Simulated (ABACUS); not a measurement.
**C: 7 runs along one coordinate**

System: C (R-3m, 4 atoms in the cell).
Method: Kohn-Sham DFT of a periodic cell, PBE, PseudoDojo NC SR 0.4.1 PBE standard, no spin polarisation (ABACUS 3.10.1).

The 7 runs differ only in the geometry, by an even scaling of the cell at fixed fractional positions. The structure derives from a Materials Project entry.

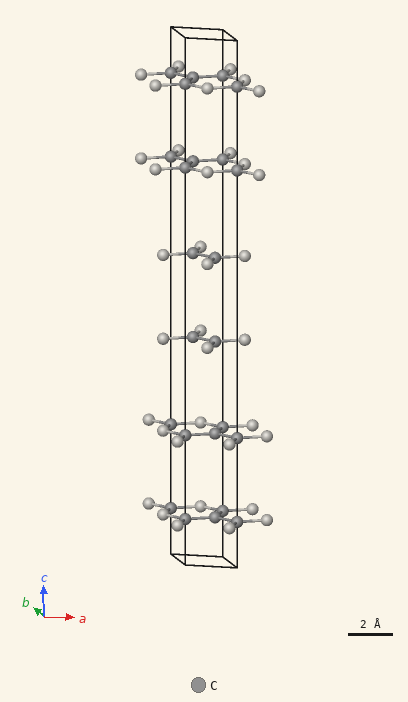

Figure 1. The structure of run 4 (ball-and-stick view of the cell 3 times as large as that of the calculation, set on its symmetry axes, seen slightly off an axis; neighbours outside the cell are drawn fainter).

**Input of run 4**
```
INPUT_PARAMETERS
suffix              C
calculation         scf
basis_type          lcao
pseudo_dir          ./
orbital_dir         ./
symmetry            1
dft_functional      pbe
ecutwfc             100
pseudo_rcut         10
nspin               1
nbands              12
ks_solver           genelpa
smearing_method     fd
smearing_sigma      0.00367493
scf_thr             1e-07
scf_nmax            100
mixing_type         broyden
mixing_beta         0.7
cal_force           1
cal_stress          1
out_mul             1
```

**File STRU of run 4**
```
ATOMIC_SPECIES
C 12.0110 C.upf

NUMERICAL_ORBITAL
C_confined-atom_6au_2s2p1d.orb

LATTICE_CONSTANT
1.8897261246

LATTICE_VECTORS
1.2331880975 0.7119814801 8.2826151019
-1.2331880975 0.7119814801 8.2826151019
0.0000000000 -1.4239629601 8.2826151019

ATOMIC_POSITIONS
Direct

C
0.0
4
0.0871730800 0.0871730800 0.0871730800 1 1 1
0.7538500600 0.7538500600 0.7538500600 1 1 1
0.2461499400 0.2461499400 0.2461499400 1 1 1
0.9128269200 0.9128269200 0.9128269200 1 1 1
```

**File KPT of run 4**
```
K_POINTS
0
Gamma
12 12 12 0 0 0
```

Command:
```bash
OMP_NUM_THREADS=1 mpirun -np 4 abacus > log
```

Lattice vectors (Å) and fractional positions of run 4:
```
   1.233188    0.711981    8.282615
  -1.233188    0.711981    8.282615
   0.000000   -1.423963    8.282615
C   0.087173  0.087173  0.087173
C   0.753850  0.753850  0.753850
C   0.246150  0.246150  0.246150
C   0.912827  0.912827  0.912827
```

Run 5 differs from it as follows:
```diff
-1.2331880975 0.7119814801 8.2826151019
--1.2331880975 0.7119814801 8.2826151019
-0.0000000000 -1.4239629601 8.2826151019
+1.2413551441 0.7166967267 8.3374684561
+-1.2413551441 0.7166967267 8.3374684561
+0.0000000000 -1.4333934532 8.3374684561
```

**Results, with one run withheld**

```csv
run,volume per atom (Å³),"free energy per atom, from the lowest run given (meV)",pressure (GPa),gap on the mesh (eV)
1,10.254,42.66,18.61,0.20
2,10.472,21.25,12.92,0.20
3,10.690,7.24,7.73,0.19
4,10.908,0.00,2.98,0.18
5,11.126,?,?,?
6,11.345,3.51,−5.32,0.17
7,11.563,13.26,−8.95,0.17
```

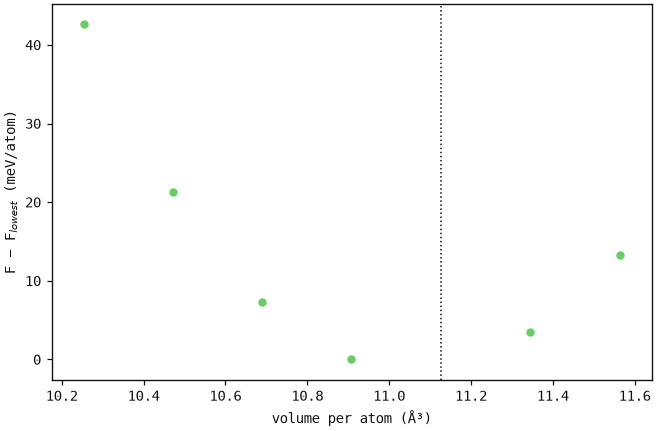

Figure 2. Free energy per atom of the runs given; the dotted line marks run 5.

Fit the runs given and predict run 5.

A cubic polynomial in V^(−2/3) (the Birch–Murnaghan form), fitted to the 6 runs given, misses them by at most 0.01 meV per atom. With x = V^(−2/3) − 0.20397 Å⁻², it reads F = 1.1539 + 2040.4 x + 4.1019e+05 x² − 4.4687e+05 x³ (meV per atom). At run 5 it gives −1.08 meV per atom, and the run itself gives −1.07. The slope of the fit gives a pressure −dF/dV of −1.34 GPa there, and the run prints −1.35 GPa. The fit has its minimum at 11.056 Å³ per atom, where V d²F/dV² gives 216 GPa. Cell shape and fractional positions are held, so this is the stiffness under even scaling; the relaxed bulk modulus wasn't computed. The gap on the mesh goes, without turning, from 0.20 eV in run 1 to 0.17 eV in run 7; run 5 has 0.18 eV. These are gaps of this functional on this mesh, which can miss the band edges; they aren't the measured gap.

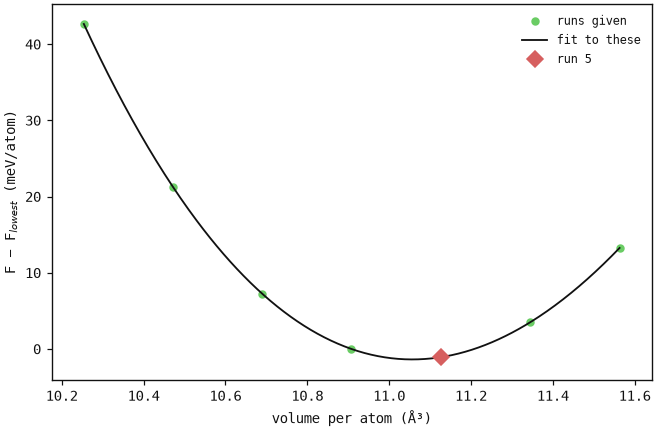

Figure 3. The fit and the withheld run.

**Some lines of the output (run 5)**
```
[...]
 E_Fermi        0.3138367003         4.2699673661
 E_Fermi        0.3412521960         4.6429743208
 E_Fermi        0.3440516265         4.6810625262
 E_Fermi        0.3449376985         4.6931181548
 E_Fermi        0.3450361930         4.6944582408
 E_Fermi        0.3450569815         4.6947410835
 E_Fermi        0.3450517148         4.6946694259
 E_Fermi        0.3450529864         4.6946867273
 E_KS(sigma->0) -48.1350425571       -654.9108522489
 E_Fermi        0.3450525943         4.6946813926
 final etot is -654.91172386 eV
 EFERMI = 4.6946813926 eV
 TOTAL-PRESSURE: -13.520198 KBAR
 !FINAL_ETOT_IS -654.9117238618975989 eV
```

Notes: Points of doubt noted for this run: home made orbitals.
